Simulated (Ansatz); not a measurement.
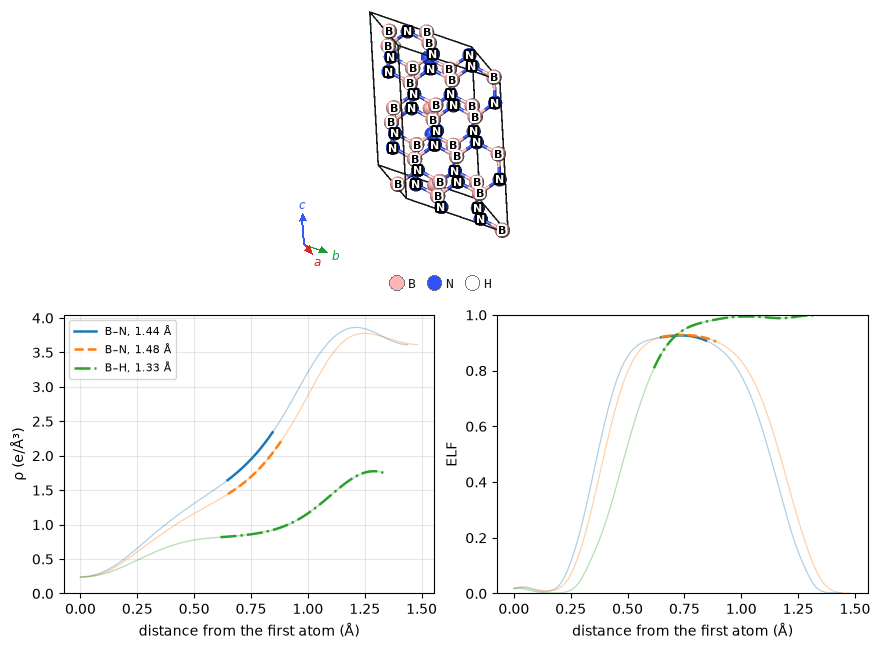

Figure 1: B24HN24 (cell with a defect). Valence pseudo-density and ELF along straight lines between neighbouring atoms. Thin, pale parts lie inside the atomic spheres. The structure is drawn too.

Spin-polarised.

Method: Ansatz 0.2.0, DFT PBE+D3(BJ), scalar-relativistic, plane waves, PAW.

Core electrons are frozen (PAW), and the valence fields are smoothed inside the atomic spheres.

B24HN24 (cell with a defect), 49 atoms, a = 7.96 Å, b = 7.96 Å, c = 8.68 Å, α = 105.79°, β = 105.79°, γ = 114.00°.

What can be read from the curves?

Answer. B–N (1.44 Å): ρ is about 1.8 e/Å³ halfway; the ELF peaks at about 0.95 between the atoms, as expected for a polar covalent bond.
B–N (1.48 Å): ρ is about 1.7 e/Å³ halfway; the ELF peaks at about 0.95 between the atoms; a polar covalent bond.
B–H (1.33 Å): the density is about 0.83 e/Å³ at the midpoint; the ELF climbs to about 1 towards the hydrogen, as it does in any bond to H.
